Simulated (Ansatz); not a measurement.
# Run report: Cu, single-point calculation (part 1 of 2)

System: Cu (slab, 12 atoms in the cell).
Method: DFT LDA, scalar-relativistic, plane waves, PAW, no spin polarisation (Ansatz 0.2.0).

The structure derives from an entry of the Crystallography Open Database.

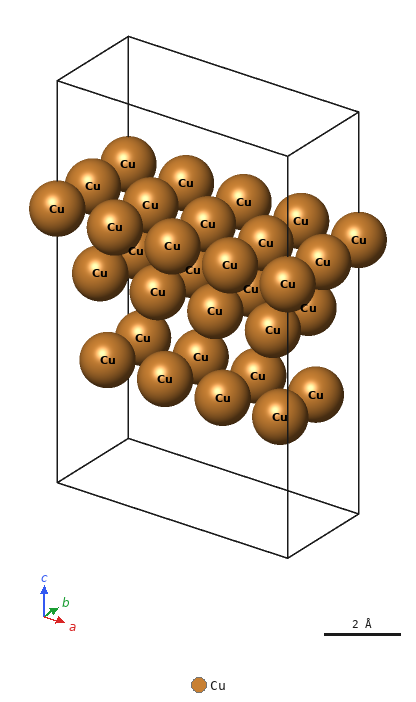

Figure 1. The structure (spheres-only view of the 2 × 1 repeat of the cell, with the vacuum cut short, seen slightly off an axis).

**Input**
```yaml
crystal:
  lattice:
    - [4.9761055516, 0.0, 0.0]
    - [-2.4880527758, 4.3094338196, 0.0]
    - [0.0, 0.0, 19.5024151607]
  atoms:
    - { symbol: Cu, position: [0.3333333333, 0.1666666667, 0.2051028022] }
    - { symbol: Cu, position: [0.3333333333, 0.6666666667, 0.2051028022] }
    - { symbol: Cu, position: [0.8333333333, 0.1666666667, 0.2051028022] }
    - { symbol: Cu, position: [0.8333333333, 0.6666666667, 0.2051028022] }
    - { symbol: Cu, position: [0.1666666667, 0.3333333333, 0.3077257135] }
    - { symbol: Cu, position: [0.1666666667, 0.8333333333, 0.3077257135] }
    - { symbol: Cu, position: [0.6666666667, 0.3333333333, 0.3077257135] }
    - { symbol: Cu, position: [0.6666666667, 0.8333333333, 0.3077257135] }
    - { symbol: Cu, position: [0.0, 0.0, 0.4103294435] }
    - { symbol: Cu, position: [0.0, 0.5, 0.4103294435] }
    - { symbol: Cu, position: [0.5, 0.0, 0.4103294435] }
    - { symbol: Cu, position: [0.5, 0.5, 0.4103294435] }
basis:
  ecutwfc: 420
kpoints:
  mp_grid: { grid: [6, 6, 1] }
hamiltonian:
  xc: lda
scf:
  occupations: { method: gaussian, width: 0.1 }
output:
  forces: true
  eigenvalues: true
  write_density: true
  write_potential: true
  elf: true
  volumetric_format: npy
efield:
  axis: 3
  dipole_correction: true
  ramp_width: 0.04
```

Hardware: 4 threads of Arm Neoverse N1, 98 GiB of memory available, shared host.

Launched with:
```bash
ansatz run input.yaml --threads 4 --pin off --max-ram 12288MiB --backend cpu --events-out ev --progress --plain --runs-dir out
```

**What the program printed**
```
Engine: ansatz 0.2.0, aarch64-unknown-linux-gnu
Pseudopotentials: kind: paw
Pseudopotential: Cu, paw, valence charge 19, recommended cutoff 420 eV (normal), Cu.paw.azcp
Functional definition: SPW92
  exchange = slater_x
  correlation = pw_c
Crystal: 12 atoms, lattice volume = 418.214 Å³
Basis set: ecut = 420 eV, 8195 PW (Γ)
Bands: 137, of which v1, the nominal top of the filled ones, is band 114 counted from 1 (113 counted from 0)
Symmetry: 24 space group operations
Space group: P3m1 (ITA 156), of the structure as read, at distance tolerance 7.5e-5 Å
k-points: 7 of 36 (time reversal used)
Non-local potential: Cu, projectors of the file, l = 0: 3, l = 1: 2, l = 2: 3, l = 3: 1
PAW form: soft (Blöchl's): semilocal exchange-correlation on the pseudo side does not see the compensation charge
PAW frozen core: Cu, regenerated for the run's functional, and the local potential with it (the file was generated under x = pbe(κ = 0.804, μ = 0.2195149727645171), c = pbe(β = 0.06672455060314922))
PAW one-centre angular grid: Cu, 590 points (default); XC on 64 Gauss nodes
Initial density: superposition of atomic densities (neutral atoms: chi_scale 0, normalization atom), corrected by the library's trained network
Initial wavefunctions: pseudopotential atomic-orbital guess
Functional: x = slater, c = lda
SCF iter   1: F=—  HF=-78663.793077 eV  |F-HF|=—  |Δ(HF+E_count)|=         —  Δρ=1.56e-2  dr2=7.25e-1  ethr=1.77e-3  p=0.000 e·Å  D=1.08e-5 V/Å  ΔV_dip=-0.00 eV  dr2_dipole=4.79e-8  V_vac-E_F(+/−)=5.04/5.04 eV  ⟨swp⟩=7.7  Hψ=4223  notcnv=0  defer=43
efield: sawtooth ramp at fractional position 0.7877 (placed from the atoms, in the widest stretch of the axis that holds none; the zero of the levels goes with the place), width 0.0400; the density the first Hamiltonian is built on has a dipole p = 0.000 e·Å; the dipole correction subtracts the counter field D = 1.08e-5 V/Å, which shifts the + side's vacuum level by -0.00 eV against the − side's; the planar-averaged density in the ramp window peaks in size at 5.8e-5 e/Å³
preconditioner: auto → LDOS  [metal: Δε(μ)=0.038 eV  Ē_g=8.369 eV  σ=0.100 eV  W_gap=0.21  n_scr=92 (ndim 8)  ℏωp=20.9 eV  f_vac=0.630  D(μ)=10.33/eV (n_scr^D=66)  β→1.0]
SCF iter   2: F=—  HF=-78664.435585 eV  |F-HF|=—  |Δ(HF+E_count)|=   6.43e-1  Δρ=3.71e-2  dr2=3.09e0  ethr=3.18e-4  p=0.000 e·Å  D=9.50e-5 V/Å  ΔV_dip=-0.00 eV  dr2_dipole=6.32e-6  V_vac-E_F(+/−)=5.24/5.24 eV  ⟨swp⟩=3.0  Hψ=2203  notcnv=0  defer=110  recentre
SCF iter   3: F=—  HF=-78663.670309 eV  |F-HF|=—  |Δ(HF+E_count)|=   7.65e-1  Δρ=4.56e-3  dr2=8.02e-2  ethr=3.18e-4  p=0.000 e·Å  D=9.66e-6 V/Å  ΔV_dip=-0.00 eV  dr2_dipole=1.89e-8  V_vac-E_F(+/−)=5.09/5.09 eV  ⟨swp⟩=2.9  Hψ=1925  notcnv=0  defer=110
SCF iter   4: F=—  HF=-78663.657822 eV  |F-HF|=—  |Δ(HF+E_count)|=   1.25e-2  Δρ=9.26e-4  dr2=1.06e-2  ethr=3.52e-5  p=0.000 e·Å  D=1.35e-5 V/Å  ΔV_dip=-0.00 eV  dr2_dipole=6.83e-10  V_vac-E_F(+/−)=5.10/5.10 eV  ⟨swp⟩=2.7  Hψ=1372  notcnv=0  defer=110
SCF iter   5: F=—  HF=-78663.657133 eV  |F-HF|=—  |Δ(HF+E_count)|=   6.88e-4  Δρ=1.26e-3  dr2=6.58e-3  ethr=4.67e-6  p=0.000 e·Å  D=1.24e-5 V/Å  ΔV_dip=-0.00 eV  dr2_dipole=2.62e-11  V_vac-E_F(+/−)=5.12/5.12 eV  ⟨swp⟩=2.1  Hψ=1304  notcnv=0  defer=110
SCF iter   6: F=—  HF=-78663.656511 eV  |F-HF|=—  |Δ(HF+E_count)|=   6.22e-4  Δρ=4.17e-4  dr2=9.96e-4  ethr=2.88e-6  p=0.000 e·Å  D=9.19e-6 V/Å  ΔV_dip=-0.00 eV  dr2_dipole=3.68e-9  V_vac-E_F(+/−)=5.13/5.13 eV  ⟨swp⟩=2.4  Hψ=1174  notcnv=0  defer=110
SCF iter   7: F=—  HF=-78663.656638 eV  |F-HF|=—  |Δ(HF+E_count)|=   1.27e-4  Δρ=2.61e-4  dr2=2.59e-4  ethr=4.37e-7  p=0.000 e·Å  D=1.15e-5 V/Å  ΔV_dip=-0.00 eV  dr2_dipole=1.68e-11  V_vac-E_F(+/−)=5.14/5.14 eV  ⟨swp⟩=1.9  Hψ=1186  notcnv=0  defer=110
SCF iter   8: F=—  HF=-78663.656552 eV  |F-HF|=—  |Δ(HF+E_count)|=   8.56e-5  Δρ=5.06e-5  dr2=1.11e-5  ethr=1.14e-7  p=0.000 e·Å  D=9.63e-6 V/Å  ΔV_dip=-0.00 eV  dr2_dipole=4.04e-10  V_vac-E_F(+/−)=5.14/5.14 eV  ⟨swp⟩=2.0  Hψ=1270  notcnv=0  defer=110
SCF iter   9: F=—  HF=-78663.656503 eV  |F-HF|=—  |Δ(HF+E_count)|=   4.93e-5  Δρ=2.26e-5  dr2=1.15e-6  ethr=4.85e-9  p=0.000 e·Å  D=1.18e-5 V/Å  ΔV_dip=-0.00 eV  dr2_dipole=2.39e-10  V_vac-E_F(+/−)=5.14/5.14 eV  ⟨swp⟩=2.0  Hψ=1403  notcnv=0  defer=110
SCF iter  10: F=—  HF=-78663.656503 eV  |F-HF|=—  |Δ(HF+E_count)|=   1.56e-8  Δρ=7.37e-6  dr2=1.54e-7  ethr=5.06e-10  p=0.000 e·Å  D=7.94e-6 V/Å  ΔV_dip=-0.00 eV  dr2_dipole=5.87e-10  V_vac-E_F(+/−)=5.14/5.14 eV  ⟨swp⟩=2.7  Hψ=1759  notcnv=0  defer=110
SCF iter  11: F=-78663.656503 eV  HF=-78663.656503 eV  |F-HF|=1.12e-7  |Δ(HF+E_count)|=   1.27e-9  Δρ=5.78e-6  dr2=9.08e-8  ethr=4.39e-11  p=0.000 e·Å  D=1.12e-5 V/Å  ΔV_dip=-0.00 eV  dr2_dipole=1.72e-11  V_vac-E_F(+/−)=5.14/5.14 eV  ⟨swp⟩=19.7  Hψ=8279  notcnv=0
SCF 1 converged in 11 iterations: F = -78663.656503 eV  dr2 = 9.08e-8
  greatest PAW one-centre occupation: 1.000 electrons in one spin orbital (limit 2), on the Cu atom at site 11 (counted from 0), in its partial waves of l = 0
```

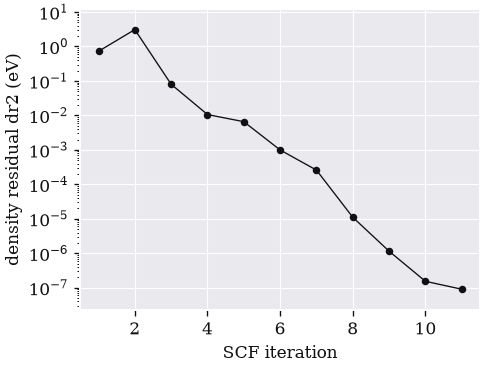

Figure 2. Convergence of the self-consistent field: density residual dr2 against the SCF iteration. The residual comes down, with one marked jump up, by a factor of about 4, at step 2.

```
WARN: The output density's exchange-correlation potential varies sharply where the density is thin. Do not read a vacuum level from v_tot or v_xc, or from such a field of the output density. On a cell that repeats whose density bears no net charge and no dipole along the vacuum's axis use v_es (v_loc + v_h of the components); under efield.dipole_correction with no amplitude use v_es + v_field, which holds any external_charges[].barrier, or the levels of the report's work_function block, which leave it out; under a non-zero efield.amplitude the vacuum is tilted and has no level; on a cell that repeats and bears such a dipole with no correction it is tilted too, and efield.dipole_correction with no amplitude gives each side of its ramp a level where efield: is served; in a cell that repeats whose density bears a net charge (total_charge, or a fill off its count) it is curved and has none; of a slab under crystal.periodic whose density bears no net charge use v_es, which has a level on each side, short of where the two are joined; of another it falls or rises all the way out and has none; of a slab beside external_charges read slab_vacuum_level instead, which it has where they leave it neutral. The grid or the basis barely resolves most such structure, and the values can differ between equally converged runs; as a rule a tighter scf.convergence.dr2_threshold does not remove it. Where the density itself ripples (under the LDA too) a higher basis.ecutwfc lessens it. The files hold the spikes' plane waves up to the density's cutoff. Files: v_tot_of_output_density and the like, and their columns of v_z.tsv (output.write_potential); v_xc_of_output_density and the like, and their columns of v_comp_z.tsv (output.write_potential_components). Measured: with its Gaussian average of σ = 0.25 Å subtracted twice, the exchange-correlation potential is over 0.1 eV at 664 of the grid points where the equally averaged density (valence and model cores) is under 1e-3 e/Å³, and 0.218 eV at the most among them, at an averaged density of 2.5e-5 e/Å³. The input density's (outcome.potential() and, of a run that writes arrays, v_tot and v_xc) is over 0.1 eV, so measured, at 676 points of its own thin density, 0.219 eV at the most. See output.write_potential in the manual, Limitations
SCF converged after 11 iterations
Free energy (F): -78663.656503 eV
Harris-Foulkes:  -78663.656503 eV  (|F-HF|=1.12e-7)
Internal energy: -78663.591393 eV  (E = F + TS)
E sigma→0 (E₀):  -78663.623948 eV
Entropy (-TS):   -0.065110 eV (-5.426 meV/atom)
Fermi energy:    2.179349 eV
Dipole field:    D = 0.000015 V/Å  (p = 0.000035 e·Å, saw-weighted, corrected)
Work function:   Φ+ = 5.1351 eV   Φ− = 5.1354 eV
Levels:          The Fermi level and band energies are counted from a zero that moves with the ramp; work functions are not
--- Per-component energies (eV) ---
  E_band       = -7593.469634
  E_kinetic    = 3611.663376
  E_local      = -401400.793307  (includes V_loc(G=0)·N_el)
  E_nonlocal   = 4733.154666
  E_hartree    = 196137.466249
  E_xc         = -1067.874773
  E_vxc        = -1384.967369  (∫ρ·V_xc dr)
  E_paw        = -19120.751830  (= ΣΔE_a)
  E_vpaw       = -5427.495832  (= ΣTr[D̂ρ^β])
  E_aug_tail   = 0.002875  (compensation charges beyond the density's cutoff)
  E_efield     = 0.000000  (sawtooth field / dipole correction)
  E_vefield    = -0.000000  (∫n·V_field dr)
  E_ewald      = 138438.145430
  E_core_change = 5.395921  (= ΣΔE_core)
  E_smearing   = -0.065110  (= −TS)
  E_closure    = 0.000000  (closes the sum)
  Σ components = -78663.656503   (vs F -78663.656503, Δ=0.00e0)
--- Forces (eV/Å), atoms counted from 1 ---
  atom   1  Cu    -0.00000000    -0.00000000     0.00466361
  atom   2  Cu    -0.00000000    -0.00000000     0.00466361
  atom   3  Cu     0.00000000    -0.00000000     0.00466361
  atom   4  Cu    -0.00000000    -0.00000000     0.00466361
  atom   5  Cu    -0.00000000    -0.00000000    -0.00187190
  atom   6  Cu    -0.00000000    -0.00000000    -0.00187190
  atom   7  Cu    -0.00000000    -0.00000000    -0.00187190
  atom   8  Cu    -0.00000000    -0.00000000    -0.00187190
  atom   9  Cu    -0.00000000     0.00000000    -0.00292439
  atom  10  Cu    -0.00000000     0.00000000    -0.00292439
  atom  11  Cu    -0.00000000     0.00000000    -0.00292439
  atom  12  Cu    -0.00000000     0.00000000    -0.00292439
  max |Σ_I F_I| component: 5.31e-4 eV/Å
--- Band table (eV; the first three rows and the last of 7) ---
```
